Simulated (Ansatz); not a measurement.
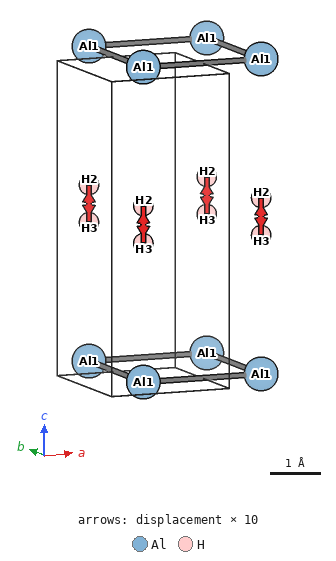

This is a relaxation of crystalline AlH$_{2}$ (a generated structure, set up in Pmmm). The starting structure is drawn; red arrows show the displacements (the part carried along by the change of the cell is left out), 10 times their true length.

Style: ball-and-stick. Shown: the cell of the calculation, repeated 2 × 2 × 1 with one cell outlined, slightly off an axis.

Computed with DFT PBE, scalar-relativistic, plane waves, PAW in Ansatz.

Input file:
```yaml
crystal:
  lattice:
    - [2.5728094986, 0.0, 0.0]
    - [0.0, 2.805841243, 0.0]
    - [0.0, 0.0, 6.4208910542]
  atoms:
    - { symbol: Al, position: [0.5, 0.5, 0.0] }
    - { symbol: H, position: [0.5, 0.5, 0.5591238408] }
    - { symbol: H, position: [0.5, 0.5, 0.4408761592] }
basis:
  ecutwfc: 420
kpoints:
  mp_grid: { grid: [18, 16, 8] }
hamiltonian:
  xc: pbe
scf:
  occupations: { method: gaussian, width: 0.1 }
output:
  forces: true
  stress: true
  eigenvalues: true
relax:
  adjacent_minimum: "off"
  f_tol: 0.01
  max_steps: 80
  cell: { stress_tol: 0.05 }
```

Command:
```bash
ansatz run input.yaml --threads 1 --pin off --max-ram 2560MiB --backend cpu --events-out ev --progress --plain --runs-dir out
```

Describe the change and its energy.

The largest moves relative to the cell, 0.066 Å, are those of H2 and H3. H3 goes along +c. Al stays in place. The volume changes by +15.1 %, with a 2.573 → 2.684 Å (+4.3 %), b 2.806 → 2.664 Å (−5.1 %), c 6.421 → 7.462 Å (+16.2 %). Among the contacts that change: Al1–Al1 2.806 → 2.664 Å, Al1–Al1 (another image) 2.573 → 2.684 Å, H2–H3 0.759 → 0.751 Å. The space group stays Pmmm (No. 47). Over 12 accepted moves (15 points after the start) the energy falls by 10.3 meV per atom. The largest force component goes from 0.025 to 0.0037 eV/Å. The pressure goes from 0.08 to 0.01 GPa. At 3 points the geometry stayed and the basis and grid were re-selected for the new cell (energy shift of 1.6 meV per atom at most each time).
